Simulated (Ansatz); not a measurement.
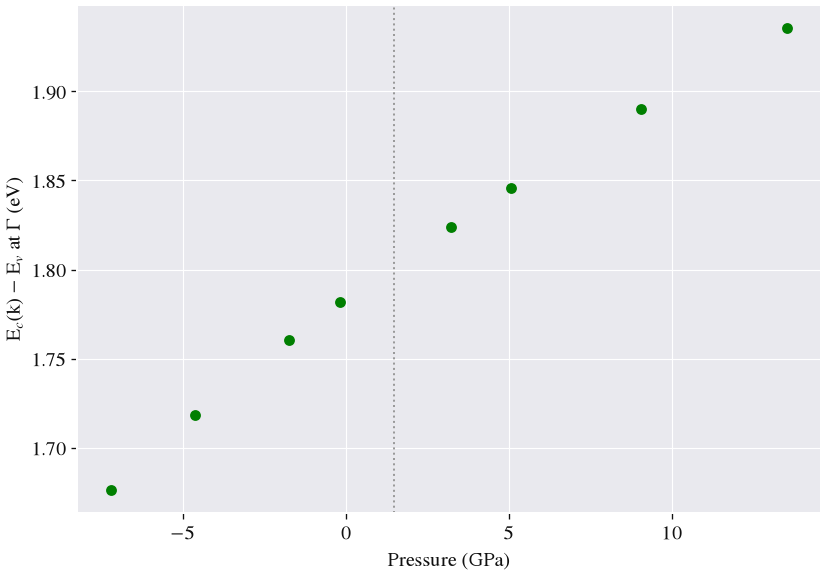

Lowest conduction level at Γ, counted from the valence-band top at R. One run is left out (dotted line).

System: cubic perovskite-type BaTiO3, space group Pm-3m (No. 221), 5 atoms in the cell. The cell is scaled uniformly. Method: PBE, Ansatz PAW set, no spin polarisation, no spin-orbit coupling, 8×8×8 k mesh, 420 eV cutoff, Fermi-Dirac smearing of 0.05 eV (Ansatz).

```csv
pressure,Γ (eV),volume (Å³/atom)
−7.2 GPa,1.68,13.64
−4.6 GPa,1.72,13.39
−1.7 GPa,1.76,13.13
−0.2 GPa,1.78,13.00
3.2 GPa,1.82,12.74
5.1 GPa,1.85,12.61
9.1 GPa,1.89,12.36
13.5 GPa,1.94,12.10
```

**Fill in the row for 1.5 GPa.**

A fit through the other points gives 1.80 eV at Γ (a straight line). The run itself gives 1.80 eV, within 0.01 eV of the estimate.

**What is the pressure coefficient?**

A straight line through the points has a slope of +12 at Γ (meV per GPa).

LDA, GGA and most meta-GGA functionals understate gaps. BaTiO3 is cubic only at high temperature; at room temperature it is distorted.
